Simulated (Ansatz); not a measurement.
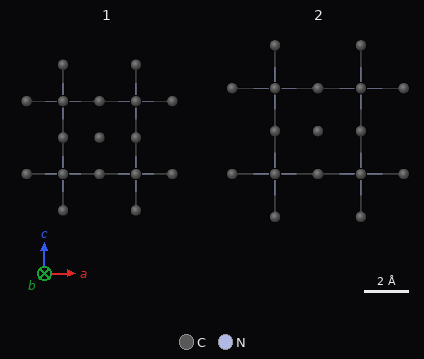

Two geometries of crystalline C4N (a generated structure, set up in Pm-3m) (coarse preliminary run), drawn at one scale. One is the start of a relaxation, the other its converged end. Style: ball-and-stick. Shown: the cell of the calculation, along the b axis.

Computed with DFT PBE, scalar-relativistic, plane waves, PAW in Ansatz. Set-up: plane-wave cutoff 420 eV; k-point mesh 4 × 4 × 4; occupations gaussian; smearing width 0.1 eV; no spin polarisation; cell and atoms relaxed; force threshold 0.04 eV/Å; at most 70 steps.

Which one is relaxed?

Answer. Structure 1 is the relaxed one. No atom moves by more than 0.005 Å relative to the cell. The drawn cell changes as follows: a = b = c 3.920 → 3.329 Å (−15.1 %); the volume changes by −38.8 %. Among the contacts that change: C–N 1.960 → 1.665 Å. The space group stays Pm-3m (No. 221). The energy falls by 627 meV per atom in 5 accepted moves (7 points after the start). All forces vanish by symmetry, so only the cell relaxes. The pressure goes from −27.53 to −0.02 GPa. At 2 points the geometry stayed and the basis and grid were re-selected for the new cell (energy shift of 3.1 meV per atom at most each time). Cost: 4.5 s on 1 thread of Intel(R) Xeon(R) Platinum 8488C (Sapphire Rapids), on a shared host, peak memory 0.36 GiB.

Limits of the set-up: the k-point mesh is coarse for a cell with partly filled bands.
